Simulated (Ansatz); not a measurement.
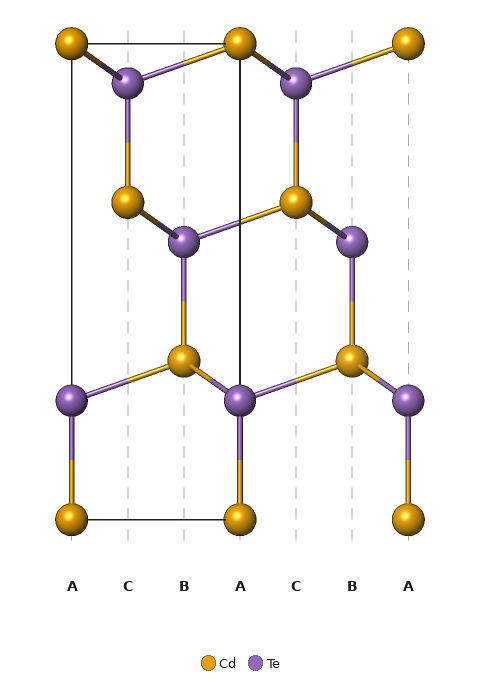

The picture looks along a close-packed row of the hexagonal mesh; [111] points upwards. The dashed lines mark the three columns A (0, 0), B (1/3, 2/3) and C (2/3, 1/3). The box is the hexagonal cell of the face-centred cubic lattice. The sequence starts with the first layer at or above the cell's origin.

The compound is CdTe (space group F-43m, No. 216), taken as the end point of a relaxation with Ansatz 0.2.0, DFT PBEsol, scalar-relativistic, plane waves, PAW.

Q: List the layers of one repeat.

A: Cd(A) – Te(A) – Cd(B) – Te(B) – Cd(C) – Te(C) (six layers in 11.24 Å).

Q: How are the Te layers alone stacked?

A: Te layers alone: ABC, the cubic close-packed type.

Q: Which positions between or in the Te layers do the other atoms fill?

A: Cd: three tetrahedral sites, counted in one hexagonal cell.

Q: What short polytype symbol fits?

A: Polytype symbol 3C, the symbol of a tetrahedral polytype (number of double layers in the repeat and lattice).

Heights of the layers:

```json
{"layer": "1", "atoms (column)": "Cd(A)", "height (Å)": "0.00", "to next (Å)": "2.81"}
{"layer": "2", "atoms (column)": "Te(A)", "height (Å)": "2.81", "to next (Å)": "0.94"}
{"layer": "3", "atoms (column)": "Cd(B)", "height (Å)": "3.75", "to next (Å)": "2.81"}
{"layer": "4", "atoms (column)": "Te(B)", "height (Å)": "6.56", "to next (Å)": "0.94"}
{"layer": "5", "atoms (column)": "Cd(C)", "height (Å)": "7.49", "to next (Å)": "2.81"}
{"layer": "6", "atoms (column)": "Te(C)", "height (Å)": "10.30", "to next (Å)": "0.94"}
```
